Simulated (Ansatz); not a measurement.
System: Os, space group Fd-3m (No. 227) (one of a set of cubic test structures, which need not be the stable phase).

One of the inputs:
```
crystal:
  lattice:
    - [0.0, 2.779139184509, 2.779139184509]
    - [2.779139184509, 0.0, 2.779139184509]
    - [2.779139184509, 2.779139184509, 0.0]
  atoms:
    - { symbol: Os, position: [0, 0, 0] }
    - { symbol: Os, position: [0.25, 0.25, 0.25] }
kpoints:
  mp_grid: { grid: [34, 34, 34] }
hamiltonian:
  xc: pbe
  pseudopotentials: { kind: paw }
scf:
  occupations: { method: fermi_dirac, width: 0.061225619053 }
output:
  forces: true
  stress: true
```

Command:
```bash
ansatz run input.yaml --threads 2
```

Calculation (Ansatz 0.2.0 development build): equation of state of a cubic crystal from periodic Kohn-Sham density functional theory without spin, third-order Birch-Murnaghan fit to the free energies; pressure corrected for the finite basis. Level: PBE.

- structure type: diamond
- atoms in cell: 2
- space group number: 227
- lattice centring: face-centred primitive
- k mesh: 34×34×34
- occupation method: Fermi–Dirac
- occupation width: 0.06123 eV
- wave cutoff: 420 eV
- datasets: soft-1 PAW
- density tolerance: 1e−07 eV
- bands: 20
- density cutoff ratio: 4
- search for lower states: default

What does the calculation give for the energy above the lowest point and pressure against volume? The volume takes the values 20.18, 20.61, 21.04, 21.46, 21.89, 22.32, 22.75 Å³/atom.

A third-order Birch–Murnaghan fit gives V0 = 21.44 Å³/atom, B0 = 205 GPa and B′ = 4.6. The energy above the lowest point is 53.4 meV/atom at volume 20.18 Å³/atom and 45.9 meV/atom at 22.75 Å³/atom; the lowest computed point is at volume 21.46 Å³/atom (0.0 meV/atom), in a single well. The pressure falls from 14.3 GPa at volume 20.18 Å³/atom to −10.6 GPa at 22.75 Å³/atom, and changes sign near 21.44 Å³/atom.

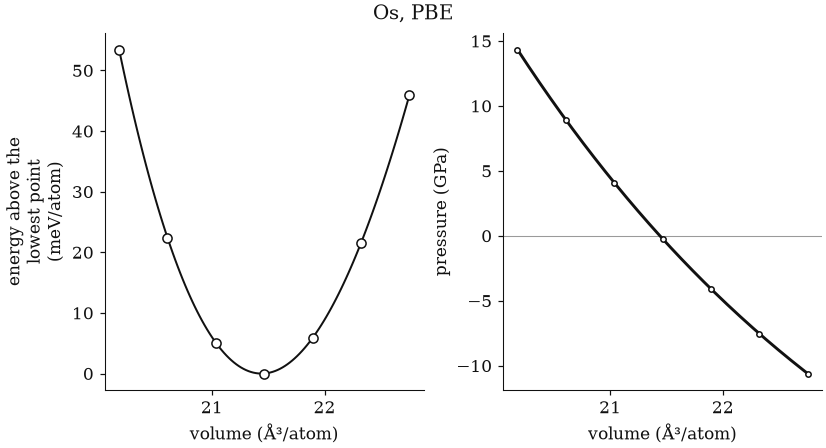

Caveats: cubic model structure, not the ambient form.
